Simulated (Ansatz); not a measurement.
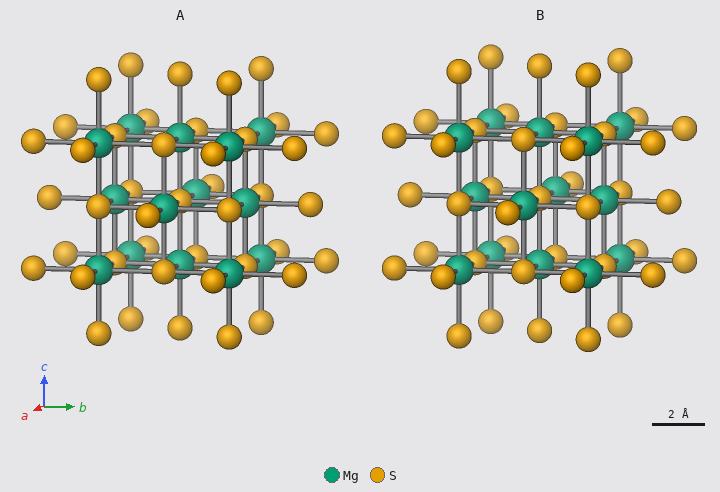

Two geometries of solid MgS (set up in Fm-3m): one is the relaxed structure, the other was perturbed away from it. Style: ball-and-stick. Shown: the conventional cell (2 times the calculation's cell), slightly off an axis. Lengths and directions refer to the drawn axes.

The calculation used Ansatz, DFT PBEsol, scalar-relativistic, plane waves, PAW. (plane-wave cutoff 420 eV; k-point mesh 6 × 6 × 6; occupations gaussian; smearing width 0.02 eV; no spin polarisation)

Which one is perturbed?

Structure A is the perturbed one. Uniaxial strain along c, −4.0 %, is applied. The a and b axes and the atoms are relaxed. Energy change: +13.7 meV per atom. Pressure: 0.0 GPa before, 2.3 GPa after. The principal stresses (compression positive) are 6.8 GPa along c and none across it. The drawn cell changes as follows: a = b 5.182 → 5.231 Å (+0.9 %), c 5.182 → 4.975 Å (−4.0 %); the volume changes by −2.2 %. The atoms keep their places relative to the cell (all moves are under 0.005 Å). Near-neighbour distances before and after: Mg–S 2.591 → 2.487 to 2.616 Å. The space group (tolerance 0.01 Å) goes from Fm-3m (No. 225) to I4/mmm (No. 139).
